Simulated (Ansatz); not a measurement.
The calculation's input:

```
crystal:
  lattice:
    - [-1.9954473321, 1.9954473321, 5.3917940726]
    - [1.9954473321, -1.9954473321, 5.3917940726]
    - [1.9954473321, 1.9954473321, -5.3917940726]
  atoms:
    - { symbol: Ga, position: [0.75, 0.25, 0.5] }
    - { symbol: Ga, position: [0.25, 0.75, 0.5] }
    - { symbol: Ga, position: [0.5, 0.5, 0.0] }
    - { symbol: Sb, position: [0.0, 0.0, 0.0] }
basis:
  ecutwfc: 500
kpoints:
  mp_grid: { grid: [14, 14, 14] }
  band_path:
    path:
      - [[0.0, 0.0, 0.0], [0.0, 0.0, 0.5], [0.25, 0.25, 0.25], [0.0, 0.5, 0.0], [0.0, 0.0, 0.0], [0.5, 0.5, -0.5], [0.28424159, 0.71575841, -0.28424159]]
      - [[-0.28424159, 0.28424159, 0.28424159], [0.0, 0.0, 0.0]]
      - [[0.0, 0.0, 0.5], [-0.06848318, 0.06848318, 0.5]]
      - [[0.5, 0.5, -0.06848318], [0.5, 0.5, -0.5]]
    npoints: 14
hamiltonian:
  xc: r2scan
scf:
  occupations: { method: gaussian, width: 0.1 }
  n_extra_bands: 10
output:
  forces: true
  stress: true
  eigenvalues: true
  populations: true
  dos: { projected: true, de: 0.02, nscf_kmesh: { grid: [21, 21, 21] } }
  bader: true
  write_density: true
  write_potential: true
  elf: true
  volumetric_format: npy
```

Command:

```sh
ansatz run input.yaml --threads 1 --pin off --max-ram 2560MiB --backend cpu --events-out ev --progress --plain --runs-dir out
```

Below, planes, directions and counts refer to the conventional cell (a = 3.99 Å, b = 3.99 Å, c = 10.78 Å, α = 90.00°, β = 90.00°, γ = 90.00°).

Space group I4/mmm; a structure from a database of computed crystals, not necessarily the ambient phase.

Level of theory: DFT r2SCAN, scalar-relativistic, plane waves, PAW (Ansatz).

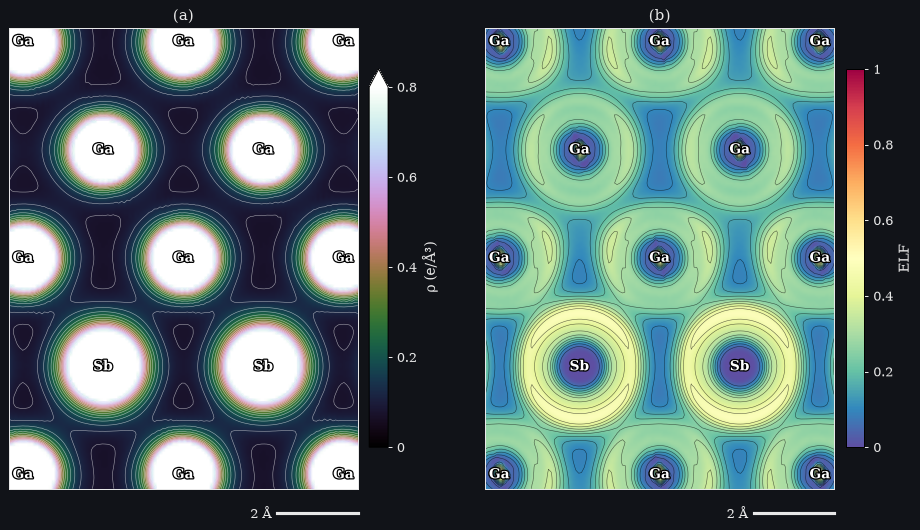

Ga₃Sb. (a) valence electron density; (b) electron localisation function on the (100) plane of the conventional cell.

In a PAW calculation such maps are meaningful between the atoms, not at the nuclei.

Question: Interpret the plot.

Answer: The plane passes through Ga and Sb nuclei. Between the atoms the lowest density in this plane is 0.07 e/Å³. The features right at Ga lie inside the PAW spheres, where the map follows smoothed inner orbitals and isn't to be read closely.
